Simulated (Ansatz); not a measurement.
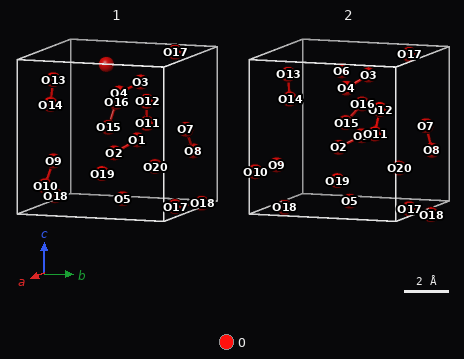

Two geometries of an amorphous cell of composition O, drawn at one scale. One is the start of a relaxation, the other its converged end. A ball-and-stick model of the cell of the calculation, seen slightly off an axis.

Theory: Ansatz 0.2.0, DFT LDA, scalar-relativistic, plane waves, PAW. Settings: plane-wave cutoff 420 eV; k-point mesh 1 × 1 × 1; occupations fermi dirac; smearing width 0.05 eV; collinear spin; atoms relaxed in a fixed cell; force threshold 0.3 eV/Å; at most 15 steps.

**Which of the two is the end point?**

Structure 2 is the relaxed one. The cell holds 10 O2. The run prepares the start of a later molecular dynamics calculation, from a guessed geometry. The atom that moves furthest is O10 (1.27 Å roughly along [0 −2 1]). The cell doesn't change. Near-neighbour distances that change, for instance: O11–O12 1.246 → 1.200 Å. After 11 accepted moves (14 points after the start) the energy has fallen by 92.4 meV per atom. Largest force component: 3.1 eV/Å at the start, 0.013 eV/Å at the end. The line search rejected the trial step at point 10 of the run. 2 steps only repeated the SCF at the same geometry. The forces were under the threshold at step 5, but the run went on from there.

Limits of the set-up: the program's low-accuracy preset was used; the periodic images lie only 7.2 Å apart, so the values are limited by the cell's size.
